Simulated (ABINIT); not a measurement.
# Geometry relaxation of AlCo (part 2 of 2)

AlCo (Pm-3m, 2 atoms in the cell); Kohn-Sham DFT of a periodic cell, PBEsol, PseudoDojo NC SR PBEsol v0.4 stringent, spin-polarised (ABINIT 10.8.3); cutoff 1414.99 eV, 7×7×7 k-mesh, fermi-dirac of 0.05 eV, collinear spins. The structure derives from a Materials Project entry.

Geometry of the input (Å; fractional positions):
```
2.8194  0.0000  0.0000
0.0000  2.8194  0.0000
0.0000  0.0000  2.8194
Co 0.5000  0.5000  0.5000
Al 0.0000  0.0000  0.0000
```

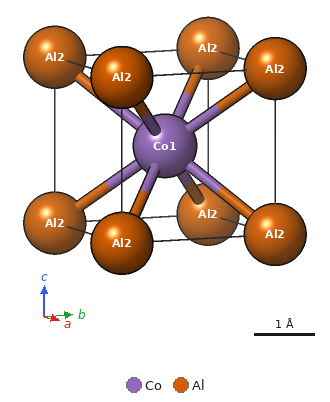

The geometry at step 1 of the log (ball-and-stick view of the cell of the calculation, seen slightly off an axis; atoms are numbered from 1 in the order of the input).

What the program printed, continued:
```
--- !ResultsGS
iteration_state: {dtset: 1, itime: 2, icycle: 1, }
comment   : Summary of ground state results
lattice_vectors:
- [  5.3313834,   0.0000000,   0.0000000, ]
- [  0.0000000,   5.3313834,   0.0000000, ]
- [  0.0000000,   0.0000000,   5.3313834, ]
lattice_lengths: [   5.33138,    5.33138,    5.33138, ]
lattice_angles: [ 90.000,  90.000,  90.000, ] # degrees, (23, 13, 12)
lattice_volume:   1.5153737E+02
convergence: {deltae:  7.532E-12, res2:  2.111E-15, residm:  2.215E-08, diffor: null, }
etotal    :  -1.56177387E+02
entropy   :   0.00000000E+00
fermie    :   4.23973354E-01
cartesian_stress_tensor: # hartree/bohr^3
- [ -8.84600757E-06,   0.00000000E+00,   0.00000000E+00, ]
- [  0.00000000E+00,  -8.84600757E-06,   0.00000000E+00, ]
- [  0.00000000E+00,   0.00000000E+00,  -8.84600757E-06, ]
pressure_GPa:   2.6026E-01
xred      :
- [  5.0000E-01,   5.0000E-01,   5.0000E-01, Co]
- [  0.0000E+00,   0.0000E+00,   0.0000E+00, Al]
cartesian_forces: # hartree/bohr
- [ -0.00000000E+00,  -0.00000000E+00,  -0.00000000E+00, ]
- [ -0.00000000E+00,  -0.00000000E+00,  -0.00000000E+00, ]
force_length_stats: {min:   0.00000000E+00, max:   0.00000000E+00, mean:   0.00000000E+00, }
...

 Integrated electronic and magnetization densities in atomic spheres:
 ------------------------------------------------------------------------------------------------------------
 Radius=ratsph(iatom), smearing ratsm=  0.0000. Diff(up-dn)=approximate z local magnetic moment.
    Atom    Radius    up_density   dn_density  Total(up+dn)  Diff(up-dn)
    1 Co   2.00000     7.695105     7.695105     15.390210    -0.000000
    2 Al   2.00000     0.515975     0.515975      1.031951     0.000000
 ------------------------------------------------------------------------------------------------------------
  Sum:                 8.211080     8.211080     16.422161    -0.000000
 Total magnetization (from the atomic spheres):               -0.000000
 Total magnetization (exact up - dn):                         -0.000000

---OUTPUT-----------------------------------------------------------------------

 Cartesian coordinates (xcart) [bohr]
  2.66569168089549E+00  2.66569168089549E+00  2.66569168089549E+00
  0.00000000000000E+00  0.00000000000000E+00  0.00000000000000E+00
 Reduced coordinates (xred)
  5.00000000000000E-01  5.00000000000000E-01  5.00000000000000E-01
  0.00000000000000E+00  0.00000000000000E+00  0.00000000000000E+00
 Cartesian forces (fcart) [Ha/bohr]; max,rms= 0.00000E+00 0.00000E+00 (free atoms)
 -0.00000000000000E+00 -0.00000000000000E+00 -0.00000000000000E+00
 -0.00000000000000E+00 -0.00000000000000E+00 -0.00000000000000E+00
 Gradient of E wrt nuclear positions in reduced coordinates (gred)
  0.00000000000000E+00  0.00000000000000E+00  0.00000000000000E+00
  0.00000000000000E+00  0.00000000000000E+00  0.00000000000000E+00
 Scale of Primitive Cell (acell) [bohr]
  5.33138336179098E+00  5.33138336179098E+00  5.33138336179098E+00
 Real space primitive translations (rprimd) [bohr]
  5.33138336179098E+00  0.00000000000000E+00  0.00000000000000E+00
  0.00000000000000E+00  5.33138336179098E+00  0.00000000000000E+00
  0.00000000000000E+00  0.00000000000000E+00  5.33138336179098E+00
 Unitary Cell Volume (ucvol) [Bohr^3]=  1.51537366962899E+02
 Angles (23,13,12)= [degrees]
  9.00000000000000E+01  9.00000000000000E+01  9.00000000000000E+01
 Lengths [Bohr]
  5.33138336179098E+00  5.33138336179098E+00  5.33138336179098E+00
 Stress tensor in cartesian coordinates (strten) [Ha/bohr^3]
 -8.84600757352846E-06  0.00000000000000E+00  0.00000000000000E+00
  0.00000000000000E+00 -8.84600757351806E-06  0.00000000000000E+00
  0.00000000000000E+00  0.00000000000000E+00 -8.84600757351806E-06
 Total energy (etotal) [Ha]= -1.56177386590277E+02

 Difference of energy with previous step (new-old):
           Absolute (Ha)=-4.53168E-06
           Relative     =-2.90162E-08

--- Iteration: ( 3/50) Internal Cycle: (1/1)
--------------------------------------------------------------------------------

---SELF-CONSISTENT-FIELD CONVERGENCE--------------------------------------------

--- !BeginCycle
iteration_state: {dtset: 1, itime: 3, icycle: 1, }
solver: {iscf: 7, nstep: 80, nline: 4, wfoptalg: 0, }
tolerances: {tolvrs: 1.00E-12, }
...

     iter   Etot(hartree)      deltaE(h)  residm     vres2   difmagsph maxmagsph
 ETOT  1  -156.17569978939    -1.562E+02 1.792E-07 2.001E+01 0.000E+00 0.000E+00
 ETOT  2  -156.15247227992     2.323E-02 4.881E-06 2.699E+02 0.000E+00 0.000E+00
 ETOT  3  -156.17735631056    -2.488E-02 1.616E-04 3.076E-01 2.928E-08 3.670E-08
 ETOT  4  -156.17738726722    -3.096E-05 1.693E-06 2.414E-03 8.327E-08 4.657E-08
 ETOT  5  -156.17738748725    -2.200E-07 7.140E-07 8.154E-06 3.724E-08 0.000E+00
 ETOT  6  -156.17738748829    -1.039E-09 3.359E-08 3.373E-07 1.009E-08 0.000E+00
 ETOT  7  -156.17738748832    -3.044E-11 2.095E-08 5.921E-10 0.000E+00 0.000E+00
 ETOT  8  -156.17738748831     9.322E-12 1.105E-09 1.011E-11 0.000E+00 0.000E+00
 ETOT  9  -156.17738748831    -5.201E-12 1.505E-09 8.953E-14 0.000E+00 0.000E+00

 At SCF step    9       vres2   =  8.95E-14 < tolvrs=  1.00E-12 =>converged.

 Cartesian components of stress tensor (hartree/bohr^3)
  sigma(1 1)=  7.23231377E-09  sigma(3 2)=  0.00000000E+00
  sigma(2 2)=  7.23231378E-09  sigma(3 1)=  0.00000000E+00
  sigma(3 3)=  7.23231379E-09  sigma(2 1)=  0.00000000E+00

--- !ResultsGS
iteration_state: {dtset: 1, itime: 3, icycle: 1, }
comment   : Summary of ground state results
lattice_vectors:
- [  5.3337712,   0.0000000,   0.0000000, ]
- [  0.0000000,   5.3337712,   0.0000000, ]
- [  0.0000000,   0.0000000,   5.3337712, ]
lattice_lengths: [   5.33377,    5.33377,    5.33377, ]
lattice_angles: [ 90.000,  90.000,  90.000, ] # degrees, (23, 13, 12)
lattice_volume:   1.5174107E+02
convergence: {deltae: -5.201E-12, res2:  8.953E-14, residm:  1.505E-09, diffor: null, }
etotal    :  -1.56177387E+02
entropy   :   0.00000000E+00
fermie    :   4.23261235E-01
cartesian_stress_tensor: # hartree/bohr^3
- [  7.23231377E-09,   0.00000000E+00,   0.00000000E+00, ]
- [  0.00000000E+00,   7.23231378E-09,   0.00000000E+00, ]
- [  0.00000000E+00,   0.00000000E+00,   7.23231379E-09, ]
pressure_GPa:  -2.1278E-04
xred      :
- [  5.0000E-01,   5.0000E-01,   5.0000E-01, Co]
- [  0.0000E+00,   0.0000E+00,   0.0000E+00, Al]
cartesian_forces: # hartree/bohr
- [ -0.00000000E+00,  -0.00000000E+00,  -0.00000000E+00, ]
- [ -0.00000000E+00,  -0.00000000E+00,  -0.00000000E+00, ]
force_length_stats: {min:   0.00000000E+00, max:   0.00000000E+00, mean:   0.00000000E+00, }
...

 Integrated electronic and magnetization densities in atomic spheres:
 ------------------------------------------------------------------------------------------------------------
 Radius=ratsph(iatom), smearing ratsm=  0.0000. Diff(up-dn)=approximate z local magnetic moment.
    Atom    Radius    up_density   dn_density  Total(up+dn)  Diff(up-dn)
    1 Co   2.00000     7.685481     7.685481     15.370961    -0.000000
    2 Al   2.00000     0.509334     0.509334      1.018667     0.000000
 ------------------------------------------------------------------------------------------------------------
  Sum:                 8.194814     8.194814     16.389629    -0.000000
 Total magnetization (from the atomic spheres):               -0.000000
 Total magnetization (exact up - dn):                         -0.000000

---OUTPUT-----------------------------------------------------------------------

 Cartesian coordinates (xcart) [bohr]
  2.66688557581902E+00  2.66688557581902E+00  2.66688557581902E+00
  0.00000000000000E+00  0.00000000000000E+00  0.00000000000000E+00
 Reduced coordinates (xred)
  5.00000000000000E-01  5.00000000000000E-01  5.00000000000000E-01
  0.00000000000000E+00  0.00000000000000E+00  0.00000000000000E+00
 Cartesian forces (fcart) [Ha/bohr]; max,rms= 0.00000E+00 0.00000E+00 (free atoms)
 -0.00000000000000E+00 -0.00000000000000E+00 -0.00000000000000E+00
 -0.00000000000000E+00 -0.00000000000000E+00 -0.00000000000000E+00
 Gradient of E wrt nuclear positions in reduced coordinates (gred)
  0.00000000000000E+00  0.00000000000000E+00  0.00000000000000E+00
  0.00000000000000E+00  0.00000000000000E+00  0.00000000000000E+00
 Scale of Primitive Cell (acell) [bohr]
  5.33377115163804E+00  5.33377115163804E+00  5.33377115163804E+00
 Real space primitive translations (rprimd) [bohr]
  5.33377115163804E+00  0.00000000000000E+00  0.00000000000000E+00
  0.00000000000000E+00  5.33377115163804E+00  0.00000000000000E+00
  0.00000000000000E+00  0.00000000000000E+00  5.33377115163804E+00
 Unitary Cell Volume (ucvol) [Bohr^3]=  1.51741067266080E+02
 Angles (23,13,12)= [degrees]
  9.00000000000000E+01  9.00000000000000E+01  9.00000000000000E+01
 Lengths [Bohr]
  5.33377115163804E+00  5.33377115163804E+00  5.33377115163804E+00
 Stress tensor in cartesian coordinates (strten) [Ha/bohr^3]
  7.23231376870137E-09  0.00000000000000E+00  0.00000000000000E+00
  0.00000000000000E+00  7.23231377910971E-09  0.00000000000000E+00
  0.00000000000000E+00  0.00000000000000E+00  7.23231378951805E-09
 Total energy (etotal) [Ha]= -1.56177387488313E+02

 Difference of energy with previous step (new-old):
           Absolute (Ha)=-8.98036E-07
           Relative     =-5.75010E-09

 At Broyd/MD step   3, gradients are converged :
  max grad (force/stress) = 7.2323E-07 < tolmxf= 2.0000E-05 ha/bohr (free atoms)

================================================================================

 ----iterations are completed or convergence reached----

 Mean square residual over all n,k,spin=   77.121E-13; max=  15.045E-10
 reduced coordinates (array xred) for    2 atoms
       0.500000000000      0.500000000000      0.500000000000
       0.000000000000      0.000000000000      0.000000000000
 rms dE/dt=  0.0000E+00; max dE/dt=  0.0000E+00; dE/dt below (all hartree)
    1       0.000000000000      0.000000000000      0.000000000000
    2       0.000000000000      0.000000000000      0.000000000000

 cartesian coordinates (angstrom) at end:
    1      1.41125506985194     1.41125506985194     1.41125506985194
    2      0.00000000000000     0.00000000000000     0.00000000000000

 cartesian forces (hartree/bohr) at end:
    1     -0.00000000000000    -0.00000000000000    -0.00000000000000
    2     -0.00000000000000    -0.00000000000000    -0.00000000000000
 frms,max,avg= 0.0000000E+00 0.0000000E+00   0.000E+00  0.000E+00  0.000E+00 h/b

 cartesian forces (eV/Angstrom) at end:
    1     -0.00000000000000    -0.00000000000000    -0.00000000000000
    2     -0.00000000000000    -0.00000000000000    -0.00000000000000
 frms,max,avg= 0.0000000E+00 0.0000000E+00   0.000E+00  0.000E+00  0.000E+00 e/A
 length scales=  5.333771151638  5.333771151638  5.333771151638 bohr
              =  2.822510139704  2.822510139704  2.822510139704 angstroms
 Fermi (or HOMO) energy (hartree) =   0.42326   Average Vxc (hartree)=  -0.46519
 Magnetization (Bohr magneton)=  5.65396618E-10
 Total spin up =  1.00000000E+01   Total spin down =  1.00000000E+01
 Eigenvalues (hartree) for nkpt=  20  k points, SPIN UP:
 kpt#   1, nband= 15, wtk=  0.00292, kpt=  0.0000  0.0000  0.0000 (reduced coord)
  -3.04767   -1.70345   -1.70345   -1.70345    0.01149    0.31056    0.31056    0.39565
   0.39565    0.39565    0.64982    0.64982    0.64982    0.75249    0.75249
      occupation numbers for kpt#   1
   1.00000    1.00000    1.00000    1.00000    1.00000    1.00000    1.00000    1.00000
   1.00000    1.00000    0.00000    0.00000    0.00000    0.00000    0.00000
 prteigrs : prtvol=0 or 1, do not print more k-points.

 Eigenvalues (hartree) for nkpt=  20  k points, SPIN DOWN:
 kpt#   1, nband= 15, wtk=  0.00292, kpt=  0.0000  0.0000  0.0000 (reduced coord)
  -3.04767   -1.70345   -1.70345   -1.70345    0.01149    0.31056    0.31056    0.39565
   0.39565    0.39565    0.64982    0.64982    0.64982    0.75249    0.75249
      occupation numbers for kpt#   1
   1.00000    1.00000    1.00000    1.00000    1.00000    1.00000    1.00000    1.00000
   1.00000    1.00000    0.00000    0.00000    0.00000    0.00000    0.00000
 prteigrs : prtvol=0 or 1, do not print more k-points.

--- !EnergyTerms
iteration_state     : {dtset: 1, itime: 3, icycle: 1, }
comment             : Components of total free energy in Hartree
kinetic             :  7.09883870521732E+01
hartree             :  5.23799545300889E+01
xc                  : -2.91936955230396E+01
Ewald energy        : -8.69283750150503E+01
psp_core            :  2.51101347517222E+00
local_psp           : -1.46122368457624E+02
non_local_psp       : -1.98121617438560E+01
internal            : -1.56177245682135E+02
'-kT*entropy'       : -1.41806177333770E-04
total_energy        : -1.56177387488313E+02
total_energy_eV     : -4.24980321383272E+03
band_energy         : -1.25639907543283E+01
...

 Cartesian components of stress tensor (hartree/bohr^3)
  sigma(1 1)=  7.23231377E-09  sigma(3 2)=  0.00000000E+00
  sigma(2 2)=  7.23231378E-09  sigma(3 1)=  0.00000000E+00
  sigma(3 3)=  7.23231379E-09  sigma(2 1)=  0.00000000E+00

-Cartesian components of stress tensor (GPa)         [Pressure= -2.1278E-04 GPa]
- sigma(1 1)=  2.12782017E-04  sigma(3 2)=  0.00000000E+00
- sigma(2 2)=  2.12782018E-04  sigma(3 1)=  0.00000000E+00
- sigma(3 3)=  2.12782018E-04  sigma(2 1)=  0.00000000E+00

== END DATASET(S) ==============================================================
================================================================================

 -outvars: echo values of variables after computation  --------
            acell      5.3337711516E+00  5.3337711516E+00  5.3337711516E+00 Bohr
           etotal     -1.5617738749E+02
            fcart     -0.0000000000E+00 -0.0000000000E+00 -0.0000000000E+00
                      -0.0000000000E+00 -0.0000000000E+00 -0.0000000000E+00
           strten      7.2323137687E-09  7.2323137791E-09  7.2323137895E-09
                       0.0000000000E+00  0.0000000000E+00  0.0000000000E+00
           xangst      1.4112550699E+00  1.4112550699E+00  1.4112550699E+00
                       0.0000000000E+00  0.0000000000E+00  0.0000000000E+00
             xred      5.0000000000E-01  5.0000000000E-01  5.0000000000E-01
                       0.0000000000E+00  0.0000000000E+00  0.0000000000E+00
 Calculation completed.
```

Trajectory as extended XYZ (Å, eV, eV/Å), 3 frames, from step=0 to step=2:
```
2
Lattice="2.8194 0.0000 0.0000 0.0000 2.8194 0.0000 0.0000 0.0000 2.8194" Properties=species:S:1:pos:R:3:forces:R:3 step=0 energy=-4249.80307
Co    1.4097    1.4097    1.4097    0.0000   0.0000   0.0000
Al    0.0000    0.0000    0.0000    0.0000   0.0000   0.0000
2
Lattice="2.8212 0.0000 0.0000 0.0000 2.8212 0.0000 0.0000 0.0000 2.8212" Properties=species:S:1:pos:R:3:forces:R:3 step=1 energy=-4249.80319
Co    1.4106    1.4106    1.4106    0.0000   0.0000   0.0000
Al    0.0000    0.0000    0.0000    0.0000   0.0000   0.0000
2
Lattice="2.8225 0.0000 0.0000 0.0000 2.8225 0.0000 0.0000 0.0000 2.8225" Properties=species:S:1:pos:R:3:forces:R:3 step=2 energy=-4249.80321
Co    1.4113    1.4113    1.4113    0.0000   0.0000   0.0000
Al    0.0000    0.0000    0.0000    0.0000   0.0000   0.0000
```

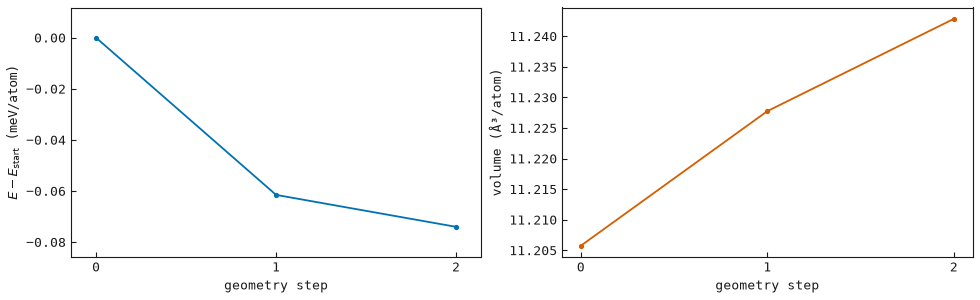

Progress of the relaxation, step by step (steps are counted from 0). The atoms keep their places relative to the cell (all moves are under 0.005 Å). Cell: a = b = c 2.819 → 2.823 Å (+0.1 %). Volume +0.3 %. The space group stays Pm-3m (No. 221). The energy falls by 0.1 meV per atom in 2 geometry steps. All forces vanish by symmetry, so only the cell relaxes.

Results in brief:

```json
{"quantity": "outcome", "value": "converged"}
{"quantity": "space group (tolerance 0.01 Å)", "value": "Pm-3m (221)"}
{"quantity": "electrons treated", "value": "20"}
{"quantity": "free energy", "value": "−4249.8032 eV"}
{"quantity": "Fermi energy", "value": "11.518 eV"}
{"quantity": "gap on the k-point mesh", "value": "none (metallic)"}
{"quantity": "net moment of the cell", "value": "0.00 μB"}
{"quantity": "pressure", "value": "0.00 GPa"}
{"quantity": "final volume", "value": "22.49 Å³"}
{"quantity": "largest force (length of the vector) at the end", "value": "under 0.001 eV/Å"}
{"quantity": "final cell", "value": "a = 2.823 Å, b = 2.823 Å, c = 2.823 Å, α = 90.00°, β = 90.00°, γ = 90.00°"}
{"quantity": "wall time", "value": "2 min (CPU time 8 min)"}
{"quantity": "peak memory", "value": "0.4 GiB"}
```
